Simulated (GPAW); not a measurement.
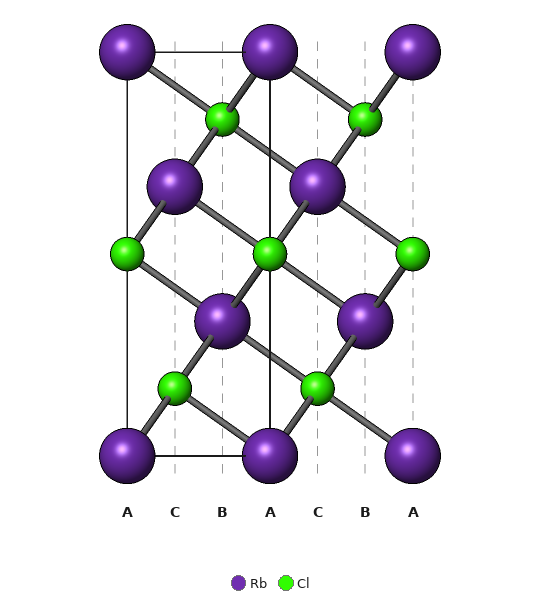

The picture looks along a close-packed row of the hexagonal mesh; [111] points upwards. The dashed lines mark the three columns A (0, 0), B (1/3, 2/3) and C (2/3, 1/3). The box is the hexagonal cell of the face-centred cubic lattice. The sequence starts with the first layer at or above the cell's origin.

System RbCl; source of the atomic positions: an entry of the Crystallography Open Database, as set up for an electronic-structure calculation.

Q: Read off the stacking sequence over one period.

A: Rb(A) – Cl(C) – Rb(B) – Cl(A) – Rb(C) – Cl(B) (six layers in 11.34 Å).

Q: How are the Cl layers alone stacked?

A: Cl layers alone: CAB, the cubic close-packed type.

Q: Which positions between or in the Cl layers do the other atoms fill?

A: Rb: three octahedral sites (per hexagonal cell).
